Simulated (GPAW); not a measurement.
# Quasiparticle gap of KCl (Sylvite) in GPAW

Wanted: ground state, empty states, screening and self-energy for KCl (Sylvite).

Main program and level: GPAW 26.7.0; PBE and many-body steps on it, plane waves.

**1. Starting point**

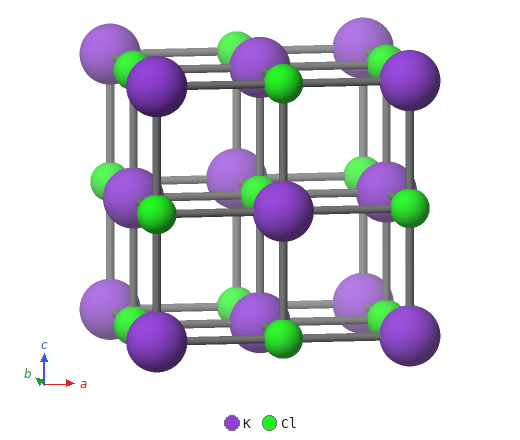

Start, viewed slightly off an axis; potassium purple, chlorine green. This picture shows the conventional cell, with its axes. Some periodic images of atoms are drawn too.

The cell and positions come from the Crystallography Open Database and are kept as given unless a step says otherwise.

**2. Ground state**

This step: GPAW 26.7.0; DFT, PBE, plane waves, PAW.

The ground-state density comes first.

Input file run.py:

```python
import json
import numpy as np
from gpaw.mpi import world
from ase import Atoms
from gpaw import GPAW, PW, FermiDirac

atoms = Atoms(['K', 'Cl'],
    cell=[[0.0000000000, 3.1464700000, 3.1464700000],
      [3.1464700000, 0.0000000000, 3.1464700000],
      [3.1464700000, 3.1464700000, 0.0000000000]],
    scaled_positions=[[0.0000000000, 0.0000000000, 0.0000000000],
      [0.5000000000, 0.5000000000, 0.5000000000]],
    pbc=(True, True, True))
calc = GPAW(mode=PW(450),
    xc='PBE',
    kpts={'size': (6, 6, 6), 'gamma': True},
    occupations=FermiDirac(0.001),
    nbands=-7,
    convergence={'density': 1e-6, 'bands': -3},
    maxiter=100,
    txt='gs.txt')
atoms.calc = calc
res = {'energy': atoms.get_potential_energy()}
kpts = calc.get_ibz_k_points()
res['kpts'] = kpts
res['eigenvalues'] = [calc.get_eigenvalues(kpt=k) for k in range(len(kpts))]
res['n_electrons'] = calc.get_number_of_electrons()
calc.write('gs.gpw')

if world.rank == 0:
    with open('result.json', 'w') as f:
        json.dump(res, f, default=lambda x: x.tolist())
```

On the command line:

```sh
$ mpirun -n 4 gpaw python run.py
```

Numbers of over 12 decimals in the logs are rounded to 6 here.

The program printed:

```text
__  _  _
 | _ |_)|_||  |
 |__||  | ||/\| - 26.7.0

Input parameters:
  mode=PW(ecut=450.000000),
  convergence={'density': 1e-06, 'bands': -3},
  kpts=MonkhorstPack(size=(6, 6, 6), gamma=True),
  maxiter=100,
  nbands=-7,
  occupations=Occupations(name='fermi-dirac', width=0.001, fixmagmom=False),
  xc=XC(name='PBE')
  [... matrices ...]
Diagonalizing LCAO Hamiltonian
Converting LCAO to pw mode

                 Cl

       K

Atoms  # Å, Bohr magnetons
|   | symbol |        x |        y |        z |    initial magnetic moments |
| 0 |      K | 0.000000 | 0.000000 | 0.000000 | ( 0.0000,  0.0000,  0.0000) |
| 1 |     Cl | 3.146470 | 3.146470 | 3.146470 | ( 0.0000,  0.0000,  0.0000) |

Unit cell  # Å
| periodic |        x |        y |        z |  lengths |    angles |
|      yes | 0.000000 | 3.146470 | 3.146470 | 4.449781 | 60.000000 |
|      yes | 3.146470 | 0.000000 | 3.146470 | 4.449781 | 60.000000 |
|      yes | 3.146470 | 3.146470 | 0.000000 | 4.449781 | 60.000000 |

Number of symmetries: 48
Symmetry operations  # r_c * U_cc + t_c -> r_c
|    | kind |            matrix            |
|  0 |  σ   |  1, 0, 0,  1, 0,-1,  1,-1, 0 |
|  1 |  C2  |  1, 0, 0,  1,-1, 0,  1, 0,-1 |
|  2 |  E   |  1, 0, 0,  0, 1, 0,  0, 0, 1 |
|  3 |  σ   |  1, 0, 0,  0, 0, 1,  0, 1, 0 |
|  4 |  C4  |  1, 0,-1,  1, 0, 0,  1,-1, 0 |
|  5 |  S6  |  1, 0,-1,  1,-1, 0,  1, 0, 0 |
|  6 |  σ   |  1, 0,-1,  0, 1,-1,  0, 0,-1 |
|  7 |  C3  |  1, 0,-1,  0, 0,-1,  0, 1,-1 |
|  8 |  S6  |  1,-1, 0,  1, 0, 0,  1, 0,-1 |
|  9 |  C4  |  1,-1, 0,  1, 0,-1,  1, 0, 0 |
| 10 |  C3  |  1,-1, 0,  0,-1, 1,  0,-1, 0 |
| 11 |  σ   |  1,-1, 0,  0,-1, 0,  0,-1, 1 |
| 12 |  σ   |  0, 1, 0,  1, 0, 0,  0, 0, 1 |
| 13 |  C4  |  0, 1, 0,  0, 1,-1, -1, 1, 0 |
| 14 |  C3  |  0, 1, 0,  0, 0, 1,  1, 0, 0 |
| 15 |  S6  |  0, 1, 0, -1, 1, 0,  0, 1,-1 |
| 16 |  C2  |  0, 1,-1,  1, 0,-1,  0, 0,-1 |
| 17 |  σ   |  0, 1,-1,  0, 1, 0, -1, 1, 0 |
| 18 |  S4  |  0, 1,-1,  0, 0,-1,  1, 0,-1 |
| 19 |  C4  |  0, 1,-1, -1, 1, 0,  0, 1, 0 |
| 20 |  C3  |  0, 0, 1,  1, 0, 0,  0, 1, 0 |
| 21 |  σ   |  0, 0, 1,  0, 1, 0,  1, 0, 0 |
| 22 |  S6  |  0, 0, 1,  0,-1, 1, -1, 0, 1 |
| 23 |  C4  |  0, 0, 1, -1, 0, 1,  0,-1, 1 |
| 24 |  S4  |  0, 0,-1,  1, 0,-1,  0, 1,-1 |
| 25 |  C3  |  0, 0,-1,  0, 1,-1,  1, 0,-1 |
| 26 |  C2  |  0, 0,-1,  0,-1, 0, -1, 0, 0 |
| 27 |  S6  |  0, 0,-1, -1, 0, 0,  0,-1, 0 |
| 28 |  S4  |  0,-1, 1,  1,-1, 0,  0,-1, 0 |
| 29 |  C4  |  0,-1, 1,  0, 0, 1, -1, 0, 1 |
| 30 |  C2  |  0,-1, 1,  0,-1, 0,  1,-1, 0 |
| 31 |  σ   |  0,-1, 1, -1, 0, 1,  0, 0, 1 |
| 32 |  C3  |  0,-1, 0,  1,-1, 0,  0,-1, 1 |
| 33 |  S6  |  0,-1, 0,  0, 0,-1, -1, 0, 0 |
| 34 |  S4  |  0,-1, 0,  0,-1, 1,  1,-1, 0 |
| 35 |  C2  |  0,-1, 0, -1, 0, 0,  0, 0,-1 |
| 36 |  C2  | -1, 1, 0,  0, 1, 0,  0, 1,-1 |
| 37 |  S6  | -1, 1, 0,  0, 1,-1,  0, 1, 0 |
| 38 |  S4  | -1, 1, 0, -1, 0, 1, -1, 0, 0 |
| 39 |  C3  | -1, 1, 0, -1, 0, 0, -1, 0, 1 |
| 40 |  S6  | -1, 0, 1,  0, 0, 1,  0,-1, 1 |
| 41 |  C2  | -1, 0, 1,  0,-1, 1,  0, 0, 1 |
| 42 |  C3  | -1, 0, 1, -1, 1, 0, -1, 0, 0 |
| 43 |  S4  | -1, 0, 1, -1, 0, 0, -1, 1, 0 |
| 44 |  C2  | -1, 0, 0,  0, 0,-1,  0,-1, 0 |
| 45 |  i   | -1, 0, 0,  0,-1, 0,  0, 0,-1 |
| 46 |  σ   | -1, 0, 0, -1, 1, 0, -1, 0, 1 |
| 47 |  C2  | -1, 0, 0, -1, 0, 1, -1, 1, 0 |

BZ-sampling:
  Number of BZ points: 216
  Number of IBZ points: 16

  Monkhorst-Pack size: [6, 6, 6]
  Monkhorst-Pack shift: [0.083333, 0.083333, 0.083333]

K-points  # in reciprocal-cell coordinates
|     |                                coordinates |     weight |
|   0 | (  0.00000000,   0.00000000,   0.00000000) | 0.00462963 |
|   1 | (  0.16666667,   0.16666667,   0.00000000) | 0.02777778 |
|   2 | (  0.16666667,   0.16666667,   0.16666667) | 0.03703704 |
|   3 | (  0.33333333,   0.16666667,   0.16666667) | 0.05555556 |
|   4 | (  0.33333333,   0.33333333,  -0.33333333) | 0.05555556 |
|   5 | (  0.33333333,   0.33333333,   0.00000000) | 0.02777778 |
|   6 | (  0.33333333,   0.33333333,   0.16666667) | 0.11111111 |
|   7 | (  0.33333333,   0.33333333,   0.33333333) | 0.03703704 |
|   8 | (  0.50000000,   0.33333333,  -0.33333333) | 0.11111111 |
|   9 | (  0.50000000,   0.33333333,  -0.16666667) | 0.05555556 |
| ... |                                            |            |
|  15 | (  0.50000000,   0.50000000,   0.50000000) | 0.01851852 |

Plane wave coefficients: 1363
Cutoff: 450.000000 eV

Spin-components: 1 (collinear spins)
Bands:           15
Projectors:      10
Spin-degeneracy: 2
Datatype:        complex128

  Storage: CPU
  Wave functions: 5_233_920 bytes (1_308_480 per core)
  Projectors: 7_327_488 bytes (1_831_872 per core)
  [... matrices ...]
Parallelization:
  kpt:    4
  domain: 1
  band:   1

Density:
  Valence electrons: 16.0
  Components: 1
  Grid points: [24 24 24]
  Charge: 0.0  # |e|

Potential:
  Grid points: [24 24 24]

species:
  K:
    name:    Potassium
    Z:       19.0
    valence: 9
    core:    10
    charge:  0.0  # [|e|]
    compensation charges:
      type: gauss
      rc: 0.35  # [Å]
      lmax: 2
    cutoffs:
      filter: 1.91  # [Å]
      core: 1.27  # [Å]
    projectors
    | kind |    occ | energy [eV] | rcut [Å] |
    |   3s |  2.000 |     -35.338 |    1.122 |
    |   4s |  1.000 |      -2.319 |    1.122 |
    |   3p |  6.000 |     -18.813 |    1.106 |
    |    p |        |       8.398 |    1.106 |
    |    d |        |       0.000 |    0.937 |

    Using partial waves for K as LCAO basis

  Cl:
    name:    Chlorine
    Z:       17.0
    valence: 7
    core:    10
    charge:  0.0  # [|e|]
    compensation charges:
      type: gauss
      rc: 0.25  # [Å]
      lmax: 2
    cutoffs:
      filter: 1.40  # [Å]
      core: 1.49  # [Å]
    projectors
    | kind |    occ | energy [eV] | rcut [Å] |
    |   3s |  2.000 |     -20.689 |    0.794 |
    |   3p |  5.000 |      -8.594 |    0.794 |
    |    s |        |       6.523 |    0.794 |
    |    p |        |      18.617 |    0.794 |
    |    d |        |       0.000 |    0.794 |

    Using partial waves for Cl as LCAO basis

Reference energy: -28937.202614  # eV

eigensolver:
  PPCG
  Converge bands: -3
  niter=2

density mixing:
  MSR1-Mixer
  Pratt-step length: 0.05
  Maximum mixing coefficient: 0.75
  Old densities: 10
  SVD Regularization: 0.005
  Good broyden scale: 1.0
  Trust region scale: 1.0
  Backstep threshold: 4.0
  History deletion threshold: 6.0
  Fourier metric: weight=20.0, sigma=0.015

occupation numbers:
  Fermi-Dirac:
    width: 0.0010  # eV

poisson solver:
  ecut: 3600.000000  # eV

xc functional:
  name: PBE with 2 nearest neighbor stencil

Initialization done in: 1.098 s

convergence criteria:
- Maximum integral of absolute [dens]ity change: 1e-06 electrons / valence electron
- Maximum [total energy] change in last 3 cyles: 0.0005 eV / valence electron
- Maximum integral of absolute [eigenst]ate change: 4e-08 eV^2 / valence electron
maximum number of iterations: 100

SCF iterations
|iter     |     time |      energy | eigst |  dens |
|iter:   1|  |   -7.120650 | +1.71 |       |
|iter:   2|  |   -7.081545 | +0.63 | -1.28 |
|iter:   3|  |   -6.927482 | +0.02 | -1.32 |
|iter:   4|  |   -6.932624 | -0.65 | -1.71 |
|iter:   5|  |   -6.935287c| -1.29 | -2.09 |
|iter:   6|  |   -6.935449c| -1.98 | -2.85 |
|iter:   7|  |   -6.935464c| -2.50 | -3.49 |
|iter:   8|  |   -6.935466c| -2.98 | -4.12 |
|iter:   9|  |   -6.935466c| -3.36 | -5.10 |
|iter:  10|  |   -6.935466c| -3.59 | -5.48 |
|iter:  11|  |   -6.935466c| -4.03 | -6.73c|
|iter:  12|  |   -6.935466c| -4.44 | -7.21c|
|iter:  13|  |   -6.935466c| -4.70 | -8.03c|
|iter:  14|  |   -6.935466c| -5.19 | -8.95c|
|iter:  15|  |   -6.935466c| -5.55 | -9.40c|
|iter:  16|  |   -6.935466c| -6.10 | -9.83c|
|iter:  17|  |   -6.935466c| -6.43 |-10.50c|
|iter:  18|  |   -6.935466c| -6.88 |-10.70c|
|iter:  19|  |   -6.935466c| -7.27 |-10.69c|
|iter:  20|  |   -6.935466c| -7.70c|-11.22c|

Converged in 20 steps
SCF loop duration: 4.344 s (0.217 s/step)
Energy contributions relative to reference atoms: (reference = -28937.202614)
  [... matrices ...]
Energy contributions:
  Kinetic:           3.968175
  Coulomb:          -3.230565
  Zero:             -0.644844
  External:          0.000000
  Xc:               -7.028232
  Entropy:          -0.000000
  Spinorbit:         0.000000
  ----------------------------
  Free energy:      -6.935466
  Extrapolated:     -6.935466

dipole moment: (-22.928606, -22.928606, -22.928606)  # |e|*Ang

Fermi level: 1.678
Eigenvalues  # (at kpt = [0.000, 0.000, 0.000])
| band index |      eig [eV] | occ [0-2] |
|          0 |       -27.499 |     2.000 |
|          1 |       -12.441 |     2.000 |
|          2 |       -10.991 |     2.000 |
|          3 |       -10.991 |     2.000 |
|          4 |       -10.991 |     2.000 |
|          5 |        -0.329 |     2.000 |
|          6 |        -0.329 |     2.000 |
|          7 |        -0.329 |     2.000 |
|          8 |         4.865 |     0.000 |
|          9 |         8.030 |     0.000 |
|         10 |         8.030 |     0.000 |
|         11 |         8.030 |     0.000 |
|         12 |         8.879 |     0.000 |
|         13 |         8.879 |     0.000 |
|         14 |        12.646 |     0.000 |

Gap: 5.194 eV
Transition (v -> c):
  (s=0, k=0, n=7, [0.00, 0.00, 0.00]) -> (s=0, k=0, n=8, [0.00, 0.00, 0.00])
No difference between direct/indirect transitions
# Writing to gs.gpw (mode='')
  [... matrices ...]
```

Wall time 7.2 s (4 MPI ranks of Arm Neoverse V1, shared host); peak memory 0.62 GiB; 28 s of CPU time.

This step gave:

```yaml
total_energy: -6.935 eV
gap: 5.194 eV
k_of_the_valence_top: 0, 0, 0
k_of_the_conduction_bottom: 0, 0, 0
least_direct_gap: 5.194 eV
```

The gap is direct, at Γ.

**3. Bands along the symmetry lines**

Levels along a band path, at the cheap level, show where the edges lie and whether the meshes to come will hold them.

Input file run.py:

```python
import json
import numpy as np
from gpaw.mpi import world
from gpaw import GPAW

path = [[0.000000, 0.000000, 0.000000],
    [0.062500, 0.000000, 0.062500],
    [0.125000, 0.000000, 0.125000],
    [0.187500, 0.000000, 0.187500],
    [0.250000, 0.000000, 0.250000],
    [0.312500, 0.000000, 0.312500],
    [0.375000, 0.000000, 0.375000],
    [0.437500, 0.000000, 0.437500],
    [0.500000, 0.000000, 0.500000],
    [0.515625, 0.031250, 0.515625],
    [0.531250, 0.062500, 0.531250],
    [0.546875, 0.093750, 0.546875],
    [0.562500, 0.125000, 0.562500],
    [0.578125, 0.156250, 0.578125],
    [0.593750, 0.187500, 0.593750],
    [0.609375, 0.218750, 0.609375],
    [0.625000, 0.250000, 0.625000],
    [0.375000, 0.375000, 0.750000],
    [0.328125, 0.328125, 0.656250],
    [0.281250, 0.281250, 0.562500],
    [0.234375, 0.234375, 0.468750],
    [0.187500, 0.187500, 0.375000],
    [0.140625, 0.140625, 0.281250],
    [0.093750, 0.093750, 0.187500],
    [0.046875, 0.046875, 0.093750],
    [0.000000, 0.000000, 0.000000],
    [0.062500, 0.062500, 0.062500],
    [0.125000, 0.125000, 0.125000],
    [0.187500, 0.187500, 0.187500],
    [0.250000, 0.250000, 0.250000],
    [0.312500, 0.312500, 0.312500],
    [0.375000, 0.375000, 0.375000],
    [0.437500, 0.437500, 0.437500],
    [0.500000, 0.500000, 0.500000],
    [0.500000, 0.468750, 0.531250],
    [0.500000, 0.437500, 0.562500],
    [0.500000, 0.406250, 0.593750],
    [0.500000, 0.375000, 0.625000],
    [0.500000, 0.343750, 0.656250],
    [0.500000, 0.312500, 0.687500],
    [0.500000, 0.281250, 0.718750],
    [0.500000, 0.250000, 0.750000],
    [0.500000, 0.218750, 0.718750],
    [0.500000, 0.187500, 0.687500],
    [0.500000, 0.156250, 0.656250],
    [0.500000, 0.125000, 0.625000],
    [0.500000, 0.093750, 0.593750],
    [0.500000, 0.062500, 0.562500],
    [0.500000, 0.031250, 0.531250],
    [0.500000, 0.000000, 0.500000]]
calc = GPAW('gs.gpw').fixed_density(kpts=path,
    symmetry='off',
    nbands=18,
    convergence={'bands': 14},
    txt='bands.txt')
res = {}
kpts = calc.get_ibz_k_points()
res['kpts'] = kpts
res['eigenvalues'] = [calc.get_eigenvalues(kpt=k) for k in range(len(kpts))]
res['n_electrons'] = calc.get_number_of_electrons()

if world.rank == 0:
    with open('result.json', 'w') as f:
        json.dump(res, f, default=lambda x: x.tolist())
```

On the command line:

```sh
$ mpirun -n 4 gpaw python run.py
```

The program printed:

```text
Diagonalizing LCAO Hamiltonian
Converting LCAO to pw mode
convergence criteria:
- Maximum integral of absolute [eigenst]ate change: 4e-08 eV^2 / valence electron
maximum number of iterations: 100

SCF iterations
|iter     |     time |      energy | eigst |  dens |
|iter:   1|  |             | +2.19 |       |
|iter:   2|  |             | +1.24 |       |
|iter:   3|  |             | +0.26 |       |
[...]
|iter:  10|  |             | -6.12 |       |
|iter:  11|  |             | -6.85 |       |
|iter:  12|  |             | -7.41c|       |
SCF steps: 12
  __  _  _
 | _ |_)|_||  |
 |__||  | ||/\| - 26.7.0

Input parameters:
  mode=PW(ecut=450.000000),
  convergence={'bands': 14},
  gpts=array([24, 24, 24]),
  kpts=KPoints(kpts=array([[0.      , 0.      , 0.      ],
         [0.0625  , 0.      , 0.0625  ],
         [0.125   , 0.      , 0.125   ],
         [0.1875  , 0.      , 0.1875  ],
[...]
[0.515625, 0.03125 , 0.515625],
[...]
[0.546875, 0.09375 , 0.546875],
[...]
[0.578125, 0.15625 , 0.578125],
[...]
[0.609375, 0.21875 , 0.609375],
[...]
[0.328125, 0.328125, 0.65625 ],
[...]
[0.234375, 0.234375, 0.46875 ],
[...]
[0.140625, 0.140625, 0.28125 ],
[...]
[0.046875, 0.046875, 0.09375 ],
[...]
[0.5     , 0.0625  , 0.5625  ],
         [0.5     , 0.03125 , 0.53125 ],
         [0.5     , 0.      , 0.5     ]])),
  maxiter=100,
  nbands=18,
  occupations=Occupations(name='fermi-dirac', width=0.001, fixmagmom=False),
  parallel={},
  symmetry=Symmetry(point_group=False, time_reversal=False),
  xc=XC(name='PBE')
  [... matrices ...]
timing:  # [seconds]
  Total: 0.027  # ━━━━━━━━━━━━━━━━━━━━━━━━━━━━━━━━━━━━━━━━━━━━━━━━━━━━━━━━━━━
```

Wall time 9.6 s (4 MPI ranks); peak memory 0.66 GiB; 38 s of CPU time.

Numbers from this step:

```
gap                        : 5.194 eV
k of the valence top       : 0, 0, 0
k of the conduction bottom : 0, 0, 0
least direct gap           : 5.194 eV
```

The gap is 5.194 eV, as in the run before at this level.

The electronic bands at the labelled points (eV, zero at the top of the highest filled band; v1 is the highest filled band, c1 the lowest empty one):

```csv
point,v4,v3,v2,v1,c1,c2,c3,c4
Γ,-10.66,0.00,0.00,0.00,5.19,8.36,8.36,8.36
X,-10.72,-0.66,-0.22,-0.22,6.53,8.34,10.06,10.16
U,-10.61,-0.56,-0.55,-0.29,7.27,9.06,9.30,10.05
jump to K,-10.61,-0.56,-0.55,-0.29,7.27,9.06,9.30,10.05
Γ,-10.66,0.00,0.00,0.00,5.19,8.36,8.36,8.36
L,-10.42,-1.05,-0.32,-0.32,7.58,8.60,10.47,10.47
W,-10.57,-0.48,-0.47,-0.47,8.03,8.03,9.44,9.84
X,-10.72,-0.66,-0.22,-0.22,6.53,8.34,10.06,10.16
```

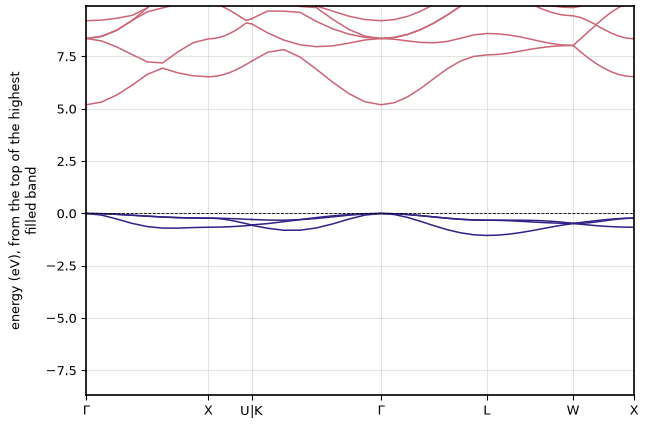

Electronic bands along the path; lines of filled and empty bands in two colours.

**4. Empty states on the mesh, 4×4×4 mesh, 410 bands**

The sums over transitions need many empty states on a uniform mesh; this step solves for them.

Input file run.py:

```python
import json
import numpy as np
from gpaw.mpi import world
from gpaw import GPAW

calc = GPAW('gs.gpw').fixed_density(kpts={'size': (4, 4, 4), 'gamma': True},
    parallel={'domain': 1, 'band': 1},
    txt='nscf.txt')
calc.diagonalize_full_hamiltonian(nbands=410)
calc.write('full.gpw', mode='all')
res = {}
kpts = calc.get_ibz_k_points()
res['kpts'] = kpts
res['eigenvalues'] = [calc.get_eigenvalues(kpt=k) for k in range(len(kpts))]
res['n_electrons'] = calc.get_number_of_electrons()

if world.rank == 0:
    with open('result.json', 'w') as f:
        json.dump(res, f, default=lambda x: x.tolist())
```

On the command line:

```sh
$ mpirun -n 4 gpaw python run.py
```

The program printed:

```text
Diagonalizing LCAO Hamiltonian
Converting LCAO to pw mode
convergence criteria:
- Maximum integral of absolute [eigenst]ate change: 4e-08 eV^2 / valence electron
maximum number of iterations: 100

SCF iterations
|iter     |     time |      energy | eigst |  dens |
|iter:   1|  |             | +1.70 |       |
|iter:   2|  |             | +0.77 |       |
|iter:   3|  |             | -0.09 |       |
[...]
|iter:  28|  |             | -7.15 |       |
|iter:  29|  |             | -7.31 |       |
|iter:  30|  |             | -7.48c|       |
SCF steps: 30
  __  _  _
 | _ |_)|_||  |
 |__||  | ||/\| - 26.7.0

Input parameters:
  mode=PW(ecut=450.000000),
  convergence={'density': 1e-06, 'bands': -3},
  gpts=array([24, 24, 24]),
  kpts=MonkhorstPack(size=(4, 4, 4), gamma=True),
  maxiter=100,
  nbands=15,
  occupations=Occupations(name='fermi-dirac', width=0.001, fixmagmom=False),
  parallel={'domain': 1, 'band': 1},
  xc=XC(name='PBE')
Matrix size: 1363x1363
# Writing to full.gpw (mode='all')
  [... matrices ...]

timing:  # [seconds]
  Total: 6.385  # ━━━━━━━━━━━━━━━━━━━━━━━━━━━━━━━━━━━━━━━━━━━━━━━━━━━━━━━━━━━
```

Wall time 11 s (4 MPI ranks); peak memory 1.2 GiB; 45 s of CPU time.

This step gave:

```yaml
gap: 5.194 eV
k_of_the_valence_top: 0, 0, 0
k_of_the_conduction_bottom: 0, 0, 0
least_direct_gap: 5.194 eV
k_points_computed: 8
lowest_point_of_the_top_converged_band_above_the_valence_top: 194.0742 eV
```

On this mesh the gap is 5.194 eV.

(Continued in part 2 of 2.)

[Paths, hosts, dates, memory and timing lines, banners, echoed tables and standing remarks are left out of the program output.]

[Logs are printed without paths, hosts, clocks, repeated set-up lines and the standing remarks that a program may print on its own settings, such as how far it seeks lower states.]

[Runs of the session that timed out or met a known fault of the program may be left out.]

[Hosts, paths, dates, database ids (printed as entryN), source tags and the programs' standing remarks are cut or masked in the printed files.]
